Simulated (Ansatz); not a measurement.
**Energy of Ta along a strain of the cell**

System: Ta (I4/mmm, 1 atom in the cell).
Method: DFT r2SCAN, scalar-relativistic, plane waves, PAW, no spin polarisation (Ansatz 0.2.0).

The 8 runs differ only in the geometry, by a strain of the cell at fixed fractional positions. Against run 5, the strain is εyy = η. The structure derives from an entry of the Crystallography Open Database.

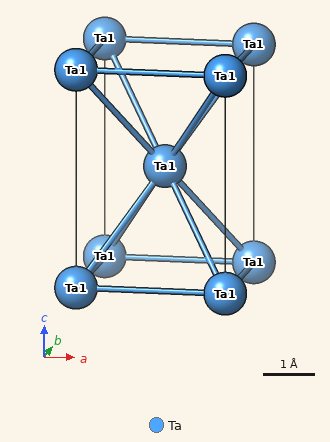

Figure 1. The structure of run 5 (ball-and-stick view of the cell 2 times as large as that of the calculation, set on its symmetry axes, seen slightly off an axis; atoms are numbered from 1 in the order of the input). An atom can appear more than once, as a periodic image.

### Input of run 5
```yaml
crystal:
  lattice:
    - [0.0, 2.189125, 2.11]
    - [2.11, 0.0, 2.11]
    - [2.11, 2.189125, 0.0]
  atoms:
    - { symbol: Ta, position: [0.0, 0.0, 0.0] }
basis:
  ecutwfc: 500
kpoints:
  mp_grid: { grid: [20, 20, 20] }
hamiltonian:
  xc: r2scan
scf:
  occupations: { method: gaussian, width: 0.15 }
output:
  forces: true
  stress: true
  eigenvalues: true
```

Command:
```bash
ansatz run input.yaml --threads 1 --pin off --max-ram 2560MiB --backend cpu --events-out ev --progress --plain --runs-dir out
```

Run 3 differs from it as follows:
```diff
-    - [0.0, 2.189125, 2.11]
+    - [0.0, 1.95175, 2.11]
-    - [2.11, 2.189125, 0.0]
+    - [2.11, 1.95175, 0.0]
```

### Results, with one run withheld

| run | strain parameter η (%) | free energy per atom, from the lowest run given (meV) | pressure (GPa) |
| --- | --- | --- | --- |
| 1 | −18.0723 | 101.64 | 34.65 |
| 2 | −14.4578 | 40.87 | 23.64 |
| 3 | −10.8434 | ? | ? |
| 4 | −7.2289 | 0.00 | 5.91 |
| 5 | 0.0000 | 16.58 | −8.46 |
| 6 | 7.2289 | 115.22 | −19.37 |
| 7 | 9.0313 | 152.88 | −21.47 |
| 8 | 10.8434 | 196.08 | −23.34 |

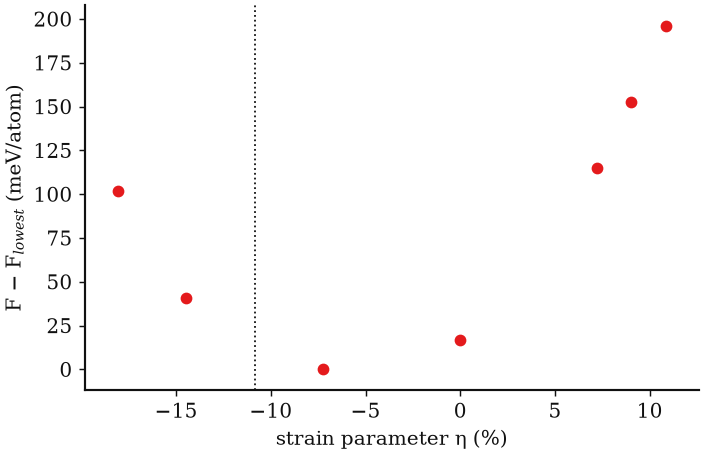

Figure 2. Free energy per atom of the runs given; the dotted line marks run 3.

What should run 3 give?

A cubic polynomial in the coordinate, fitted to the 7 runs given, misses them by at most 5.63 meV per atom. With x = η + 1.8079, it reads F = 5.2533 + 5.6988 x + 0.72152 x² + 0.0010485 x³ (meV per atom). At run 3 it gives 11.89 meV per atom, and the run itself gives 12.03. The fit has its minimum at η = −5.7917 %.

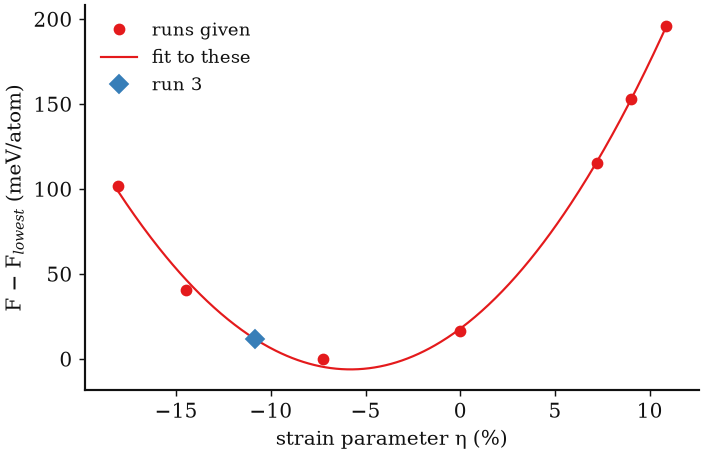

Figure 3. The fit and the withheld run.

### Output, shortened to warnings, some set-up lines, iterations and results (run 3)
```
Basis set: ecut = 500 eV, 451 PW (Γ), exchange–correlation on 96×96×96 points (64 copies of the dense FFT grid, shifted against one another)
Symmetry: 16 space group operations
k-points: 641 of 8000
Initial density: superposition of atomic densities (neutral atoms: chi_scale 0, normalization atom), corrected by the library's trained network
[...]
SCF iter   1: F=—  HF=-9944.044085 eV  |F-HF|=—  |Δ(HF+E_count)|=         —  Δρ=7.17e-3  dr2=2.52e-3  dr2_τ=1.92e-2  ethr=1.77e-3  ⟨swp⟩=5.2  Hψ=41048  notcnv=0
SCF iter   2: F=—  HF=-9944.066881 eV  |F-HF|=—  |Δ(HF+E_count)|=   2.28e-2  Δρ=4.17e-3  dr2=8.40e-4  dr2_τ=2.32e-4  ethr=1.94e-5  ⟨swp⟩=2.8  Hψ=16337  notcnv=0
SCF iter   3: F=—  HF=-9944.067958 eV  |F-HF|=—  |Δ(HF+E_count)|=   1.08e-3  Δρ=4.76e-4  dr2=1.91e-5  dr2_τ=1.69e-5  ethr=6.46e-6  ⟨swp⟩=3.0  Hψ=11297  notcnv=0
SCF iter   4: F=—  HF=-9944.067958 eV  |F-HF|=—  |Δ(HF+E_count)|=   7.10e-7  Δρ=1.42e-4  dr2=1.46e-6  dr2_τ=5.82e-7  ethr=1.47e-7  ⟨swp⟩=3.0  Hψ=11390  notcnv=0
SCF iter   5: F=—  HF=-9944.067959 eV  |F-HF|=—  |Δ(HF+E_count)|=   8.55e-7  Δρ=6.68e-5  dr2=3.35e-7  dr2_τ=7.74e-8  ethr=1.12e-8  ⟨swp⟩=1.6  Hψ=8063  notcnv=0
SCF iter   6: F=-9944.067959 eV  HF=-9944.067959 eV  |F-HF|=9.62e-9  |Δ(HF+E_count)|=   1.72e-7  Δρ=1.43e-5  dr2=1.46e-8  dr2_τ=6.73e-9  ethr=7.69e-10  ⟨swp⟩=6.6  Hψ=34657  …
SCF 1 converged in 6 iterations: F = -9944.067959 eV  dr2 = 1.46e-8
SCF converged after 6 iterations
Free energy (F): -9944.067959 eV
Harris-Foulkes:  -9944.067959 eV  (|F-HF|=9.62e-9)
Internal energy: -9944.055755 eV  (E = F + TS)
E sigma→0 (E₀):  -9944.061857 eV
Entropy (-TS):   -0.012203 eV (-12.203 meV/atom)
Fermi energy:    19.627598 eV
--- Per-component energies (eV) ---
  E_band       = -105.817981
  E_kinetic    = 368.765244
  E_local      = -527.308691  (includes V_loc(G=0)·N_el)
  E_nonlocal   = 15.287216
  E_hartree    = 184.879655
  E_xc         = -205.012842
  E_vxc        = -222.875646  (∫ρ·V_xc dr)
  E_paw        = -8423.206673  (= ΣΔE_a)
  E_vpaw       = -120.682053  (= ΣTr[D̂ρ^β])
  E_aug_tail   = 0.000077  (compensation charges beyond the density's cutoff)
  E_vtau       = 11.236640  (kinetic-family band-sum trace: ∫τ·v_τ [+ j·A + Jᵃ·Aᵃ] dr)
  E_ewald      = -1356.703462
  E_core_change = -0.756280  (= ΣΔE_core)
  E_smearing   = -0.012203  (= −TS)
  E_closure    = 0.000000  (closes the sum)
  Σ components = -9944.067959   (vs F -9944.067959, Δ=0.00e0)
--- Forces (eV/Å), atoms counted from 1 ---
  atom   1  Ta     0.00000000     0.00000000     0.00000000
  max |Σ_I F_I| component: 3.08e-32 eV/Å
--- Stress (GPa, compression-positive) ---
       19.220697      -0.000000       0.000000
        0.000000       3.896828       0.000000
        0.000000       0.000000      19.220697
  P = ⅓ Tr σ = 14.1127 GPa (141.127 kbar)
```

Notes: Spin–orbit coupling is left out, which matters for Ta.
